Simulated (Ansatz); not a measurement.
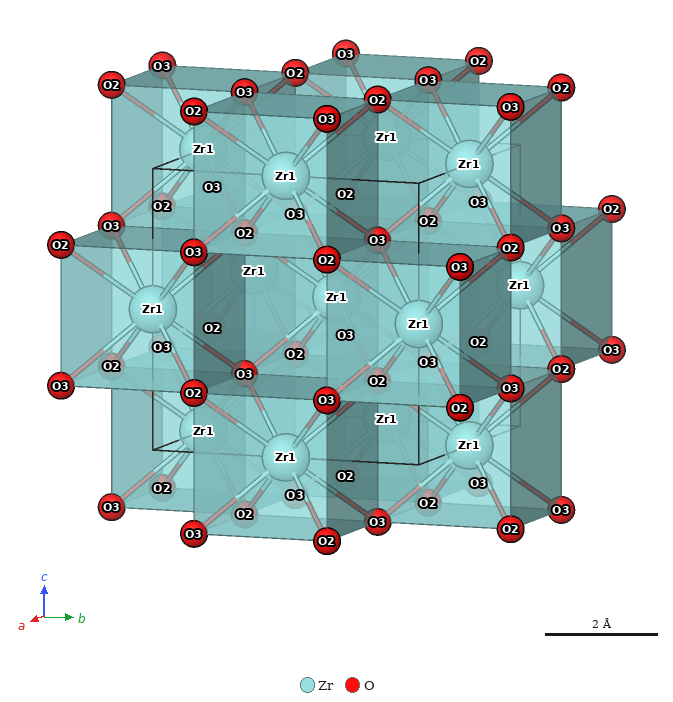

Figure 1. The input geometry of the first run (polyhedral view of the cell 4 times as large as that of the calculation, set on its symmetry axes, seen slightly off an axis; polyhedra are completed across the faces of the cell; atoms are numbered from 1 in the order of the input). An atom can appear more than once, as a periodic image.

**What a change does: band-structure calculation on ZrO2**

System: ZrO2 (Fm-3m, 3 atoms in the cell).
Method of the first run: DFT PBE, scalar-relativistic, plane waves, PAW, no spin polarisation (Ansatz 0.2.0).

The structure was made by a generator, so it may or may not be a known phase. Text and figures count atoms from 1; the logs count them from 0 in places.

**The input, the first run**
```yaml
crystal:
  lattice:
    - [0.0, 2.558001515, 2.558001515]
    - [2.558001515, 0.0, 2.558001515]
    - [2.558001515, 2.558001515, 0.0]
  atoms:
    - { symbol: Zr, position: [0.5, 0.5, 0.5] }
    - { symbol: O, position: [0.25, 0.25, 0.25] }
    - { symbol: O, position: [0.75, 0.75, 0.75] }
basis:
  ecutwfc: 420
kpoints:
  mp_grid: { grid: [8, 8, 8] }
  band_path:
    path:
      - [[0.0, 0.0, 0.0], [0.5, 0.0, 0.5], [0.625, 0.25, 0.625]]
      - [[0.375, 0.375, 0.75], [0.0, 0.0, 0.0], [0.5, 0.5, 0.5], [0.5, 0.25, 0.75], [0.5, 0.0, 0.5]]
    npoints: 14
hamiltonian:
  xc: pbe
scf:
  occupations: { method: gaussian, width: 0.02 }
  n_extra_bands: 7
output:
  forces: true
  stress: true
  eigenvalues: true
  populations: true
  dos: { projected: true, de: 0.02, nscf_kmesh: { grid: [12, 12, 12] } }
  bader: true
  write_density: true
  write_potential: true
  elf: true
  volumetric_format: npy
```

Command:
```bash
ansatz run input.yaml --threads 1 --pin off --max-ram 2560MiB --backend cpu --events-out ev --progress --plain --runs-dir out
```

Hardware: 1 thread of Intel Xeon @ 2.70GHz, 189 GiB of memory available, shared host.

**Output, shortened to warnings, some set-up lines, iterations and results (the first run)**
```
Basis set: ecut = 420 eV, 645 PW (Γ), exchange–correlation on 50×50×50 points (8 copies of the dense FFT grid, shifted against one another)
Symmetry: 48 space group operations
k-points: 29 of 512
Initial density: superposition of atomic densities (neutral atoms: chi_scale 0, normalization atom), corrected by the library's trained network
[...]
SCF iter   1: F=—  HF=-5323.820741 eV  |F-HF|=—  |Δ(HF+E_count)|=         —  Δρ=2.18e-3  dr2=1.14e-3  ethr=1.77e-3  ⟨swp⟩=5.9  Hψ=2455  notcnv=0  defer=3
SCF iter   2: F=—  HF=-5323.820548 eV  |F-HF|=—  |Δ(HF+E_count)|=   1.93e-4  Δρ=1.50e-3  dr2=6.11e-4  ethr=4.75e-6  ⟨swp⟩=2.1  Hψ=1289  notcnv=0  defer=36
SCF iter   3: F=—  HF=-5323.820424 eV  |F-HF|=—  |Δ(HF+E_count)|=   1.25e-4  Δρ=5.71e-4  dr2=1.81e-5  ethr=2.55e-6  ⟨swp⟩=2.2  Hψ=774  notcnv=0  defer=36
SCF iter   4: F=—  HF=-5323.820341 eV  |F-HF|=—  |Δ(HF+E_count)|=   8.31e-5  Δρ=1.91e-4  dr2=2.31e-6  ethr=7.55e-8  ⟨swp⟩=2.0  Hψ=900  notcnv=0  defer=36
SCF iter   5: F=-5323.820350 eV  HF=-5323.820350 eV  |F-HF|=4.63e-8  |Δ(HF+E_count)|=   9.24e-6  Δρ=1.53e-5  dr2=3.09e-8  ethr=9.61e-9  ⟨swp⟩=2.0  Hψ=857  notcnv=0  defer=36
SCF iter   6: F=-5323.820350 eV  HF=-5323.820350 eV  |F-HF|=1.22e-10  |Δ(HF+E_count)|=   5.84e-8  Δρ=1.77e-6  dr2=7.46e-10  ethr=1.29e-10  ⟨swp⟩=8.9  Hψ=3166  notcnv=0
SCF 1 converged in 6 iterations: F = -5323.820350 eV  dr2 = 7.46e-10
NSCF: frozen V_eff on 86 k-points
NSCF: frozen V_eff on 72 k-points
SCF converged after 6 iterations
Free energy (F): -5323.820350 eV
Harris-Foulkes:  -5323.820350 eV  (|F-HF|=1.22e-10)
Internal energy: -5323.820350 eV  (E = F + TS)
E sigma→0 (E₀):  -5323.820350 eV
Fermi energy:    13.563613 eV
--- Per-component energies (eV) ---
  E_band       = -66.691589
  E_kinetic    = 686.581968
  E_local      = -1151.751461  (includes V_loc(G=0)·N_el)
  E_nonlocal   = 171.102482
  E_hartree    = 379.874123
  E_xc         = -311.766727
  E_vxc        = -382.576478  (∫ρ·V_xc dr)
  E_paw        = -3268.711398  (= ΣΔE_a)
  E_vpaw       = -149.801077  (= ΣTr[D̂ρ^β])
  E_aug_tail   = 0.004986  (compensation charges beyond the density's cutoff)
  E_ewald      = -1829.154323
  E_smearing   = -0.000000  (= −TS)
  E_closure    = 0.000000  (closes the sum)
  Σ components = -5323.820350   (vs F -5323.820350, Δ=0.00e0)
--- Forces (eV/Å), atoms counted from 1 ---
  atom   1  Zr     0.00000000    -0.00000000     0.00000000
  atom   2  O      0.00000000    -0.00000000    -0.00000000
  atom   3  O     -0.00000000    -0.00000000    -0.00000000
  max |Σ_I F_I| component: 5.78e-18 eV/Å
--- Stress (GPa, compression-positive) ---
       -0.020784      -0.000000       0.000000
       -0.000000      -0.020784       0.000000
       -0.000000      -0.000000      -0.020784
  P = ⅓ Tr σ = -0.0208 GPa (-0.208 kbar)
--- Löwdin populations: 3 sites ---
  site symbol       q [e]
     0     Zr     10.5105
     1      O      6.6937
     2      O      6.6937
  spilling = 0.004253 (of n_electrons = 24.000000)
--- Bader charges: 3 sites ---
  site symbol  charge [e]  shift [e]
     0     Zr      2.6322     0.0008
     1      O     -1.3161     0.0004
     2      O     -1.3161     0.0004
  estimated error of the sums over rays = 2.4e-4 e
```

For the second run the input was changed thus:
```diff
-  mp_grid: { grid: [8, 8, 8] }
+  mp_grid: { grid: [6, 6, 6] }
-    npoints: 14
+    npoints: 4
-  xc: pbe
+  xc: hse06
-  n_extra_bands: 7
-  dos: { projected: true, de: 0.02, nscf_kmesh: { grid: [12, 12, 12] } }
-  bader: true
+  dos: { projected: true, de: 0.02 }
+  bader: false
```

How does the second run compare with the first run?

The total energies belong to different methods, so their difference says nothing on which is more stable or more accurate. The gap on the mesh goes from 3.32 to 4.93 eV. The pressure goes from −0.02 to −6.77 GPa. The functional changes from PBE to HSE06. The SCF takes 14 iterations against 6. The irreducible k-points go from 29 to 16. On the same kind of shared host the second run took about 16 times as long.

**Output, shortened to warnings, some set-up lines, iterations and results (the second run)**
```
Warning: output.stress: scf.convergence.dr2_threshold = 1e-7 eV (the SCF's general default) is looser than the 3e-10 eV advised for a printed stress (1e-10 eV for each atom of the cell: 3). What an SCF threshold leaves in a stress goes as its square root, and in the free energy as the threshold itself, and one threshold admits the most on a small cell: of the crystals measured, under no hybrid …
Warning: output.stress: scf.exx.energy_threshold = 1e-6 eV is looser than the 3e-8 eV advised for a stress under a hybrid functional (1e-8 eV for each atom of the cell: 3). Every SCF of the exchange loop can meet its threshold on dr2 while the loop round them stops early: no threshold on dr2 bounds what that leaves in the stress. Set scf.exx.energy_threshold to 3e-8 eV or tighter. The threshold …
Basis set: ecut = 420 eV, 645 PW (Γ), exchange–correlation on 50×50×50 points (8 copies of the dense FFT grid, shifted against one another)
Symmetry: 48 space group operations
k-points: 16 of 216
Initial density: superposition of atomic densities (neutral atoms: chi_scale 0, normalization atom), corrected by the library's trained network
[...]
SCF iter   1: F=—  HF=-5323.821767 eV  |F-HF|=—  |Δ(HF+E_count)|=         —  Δρ=2.84e-3  dr2=2.15e-3  ethr=1.77e-3  ⟨swp⟩=5.3  Hψ=1091  notcnv=0
SCF iter   2: F=—  HF=-5323.821930 eV  |F-HF|=—  |Δ(HF+E_count)|=   1.63e-4  Δρ=2.00e-3  dr2=1.13e-3  ethr=8.98e-6  ⟨swp⟩=4.2  Hψ=824  notcnv=0  defer=3
SCF iter   3: F=-5323.821707 eV  HF=-5323.821684 eV  |F-HF|=2.29e-5  |Δ(HF+E_count)|=   2.46e-4  Δρ=6.12e-4  dr2=3.29e-5  ethr=1.29e-7  ⟨swp⟩=2.7  Hψ=1065  notcnv=0
SCF 1 stopped early in 3 iterations: F = -5323.821707 eV  dr2 = 3.29e-5
SCF iter   1: F=—  HF=-5326.019623 eV  |F-HF|=—  |Δ(HF+E_count)|=         —  Δρ=1.47e-2  dr2=1.17e-1  ethr=1.37e-6  ⟨swp⟩=6.0  Hψ=1238  notcnv=0
[... 7 lines ...]
SCF iter   1: F=—  HF=-5325.993023 eV  |F-HF|=—  |Δ(HF+E_count)|=         —  Δρ=1.59e-4  dr2=8.10e-6  ethr=4.74e-7  ⟨swp⟩=3.4  Hψ=612  notcnv=0
SCF iter   2: F=—  HF=-5325.993021 eV  |F-HF|=—  |Δ(HF+E_count)|=   2.31e-6  Δρ=2.17e-5  dr2=1.66e-7  ethr=3.29e-8  ⟨swp⟩=3.2  Hψ=542  notcnv=0
SCF iter   3: F=—  HF=-5325.993022 eV  |F-HF|=—  |Δ(HF+E_count)|=   8.86e-7  Δρ=1.96e-5  dr2=1.30e-7  ethr=2.62e-10  ⟨swp⟩=4.6  Hψ=758  notcnv=0
SCF iter   4: F=-5325.993022 eV  HF=-5325.993022 eV  |F-HF|=1.13e-9  |Δ(HF+E_count)|=   3.72e-8  Δρ=2.53e-6  dr2=2.47e-9  ethr=2.62e-10  ⟨swp⟩=4.0  Hψ=599  notcnv=0
SCF 3 converged in 4 iterations: F = -5325.993022 eV  dr2 = 2.47e-9
  Residual-converged pass: ⟨swp⟩=3.0  Hψ=558  notcnv=0  max |occ|·‖R‖ = 2.3e-6 eV (tolerance 2.4e-6 eV)  dr2=2.55e-9  dr2_onsite=1.53e-10  max |Δocc| = 0.0e0
hybrid outer 2: dexx = +1.004e-6 eV, tail = 9.66e-9 eV, Δε = 1.29e-3 eV (about 2.71e-5 eV left of the loop's levels)
NSCF: frozen V_eff on 26 k-points
hybrid SCF converged: 2 outer / 11 inner (+3 warm-up), last move |dexx| = 1.00e-6 eV, tail = 9.66e-9 eV
Stability not checked: this state was not tested for a lower state beside it, because the functional holds exact exchange (a hybrid, or Hartree-Fock), whose exchange loop this test does not read (fock_operator; see scf.lower_state_search)
Free energy (F): -5325.993022 eV
Frozen-core exchange: fock
Harris-Foulkes:  -5325.993022 eV  (|F-HF|=1.13e-9)
Internal energy: -5325.993022 eV  (E = F + TS)
E sigma→0 (E₀):  -5325.993022 eV
Fermi energy:    13.375200 eV
--- Per-component energies (eV) ---
  E_band       = -114.112908
  E_kinetic    = 687.600686
  E_local      = -1147.731312  (includes V_loc(G=0)·N_el)
  E_nonlocal   = 167.301592
  E_hartree    = 378.807531
  E_xc         = -249.976334
  E_vxc        = -304.275427  (∫ρ·V_xc dr)
  E_exx        = -70.805393  (= α·E_x^exact, valence–valence)
  E_paw        = -3261.592995  (= ΣΔE_a)
  E_vpaw       = -133.018317  (= ΣTr[D̂ρ^β])
  E_aug_tail   = 0.004944  (compensation charges beyond the density's cutoff)
  E_ewald      = -1829.154323
  E_core_change = -0.447419  (= ΣΔE_core)
  E_smearing   = -0.000000  (= −TS)
  E_closure    = 0.000001  (closes the sum)
  Σ components = -5325.993022   (vs F -5325.993022, Δ=0.00e0)
--- Forces (eV/Å), atoms counted from 1 ---
  atom   1  Zr     0.00000000    -0.00000000     0.00000000
  atom   2  O      0.00000000     0.00000000    -0.00000000
  atom   3  O      0.00000000     0.00000000     0.00000000
  max |Σ_I F_I| component: 2.31e-18 eV/Å
--- Stress (GPa, compression-positive) ---
       -6.769155       0.000000      -0.000000
       -0.000000      -6.769155      -0.000000
       -0.000000      -0.000000      -6.769155
  P = ⅓ Tr σ = -6.7692 GPa (-67.692 kbar)
--- Löwdin populations: 3 sites ---
  site symbol       q [e]
     0     Zr     10.3549
     1      O      6.7640
     2      O      6.7640
  spilling = 0.004880 (of n_electrons = 24.000000)
```

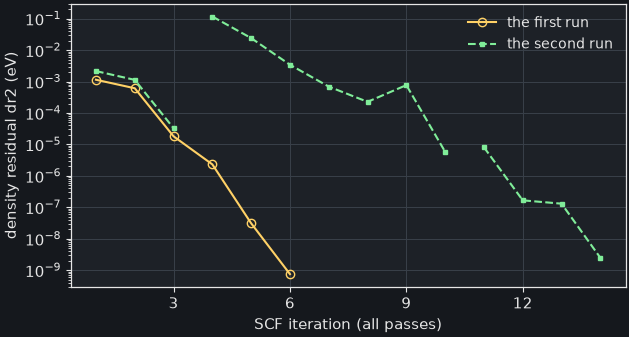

Figure 2. Convergence of the two runs: density residual dr2 against the SCF iteration. A break in a curve parts two SCF passes. The first run takes 6 iterations in all, and the second run takes 14.

**The two runs side by side**

| quantity | the first run | the second run |
| --- | --- | --- |
| outcome | converged | converged |
| free energy per atom (eV) | −1774.6068 | −1775.3310 |
| gap on the mesh (eV) | 3.32 | 4.93 |
| pressure (GPa) | −0.02 | −6.77 |
| largest force (eV/Å) | 0.000 | 0.000 |
| SCF iterations | 6 | 14 |
| irreducible k-points | 29 | 16 |
| plane waves at Γ | 645 | 645 |
| wall time (shared host) | 20 s | 5.3 min |

For the second run: Warnings: the exchange loop's threshold is looser than advised for the stress; the SCF threshold is looser than advised for the printed stress. The cell is under a tension of 6.8 GPa at this level, so it is not at its equilibrium volume.
